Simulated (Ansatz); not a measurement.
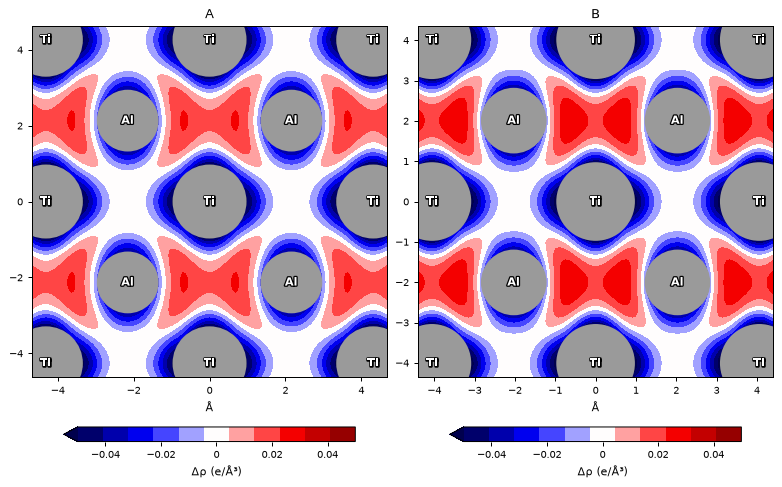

TiAl: deformation density on the (110) plane of the conventional cell at two volumes, with the same fractional coordinates and one colour scale. Grey discs cover the cores.

Space group P4/mmm.

Method: DFT PBE, scalar-relativistic, plane waves, PAW (Ansatz).

### How do the two volumes compare, and how does the bonding charge respond?

A is the larger cell: A has 120 % of the volume of B. From B to A, Al–Ti goes from 2.85 to 3.03 Å, and Δρ at its midpoint from +0.008 to +0.009 e/Å³. The pressure is −1 GPa in B and −15 GPa in A. The rearranged charge is 0.18 e an atom in B and 0.19 e in A.
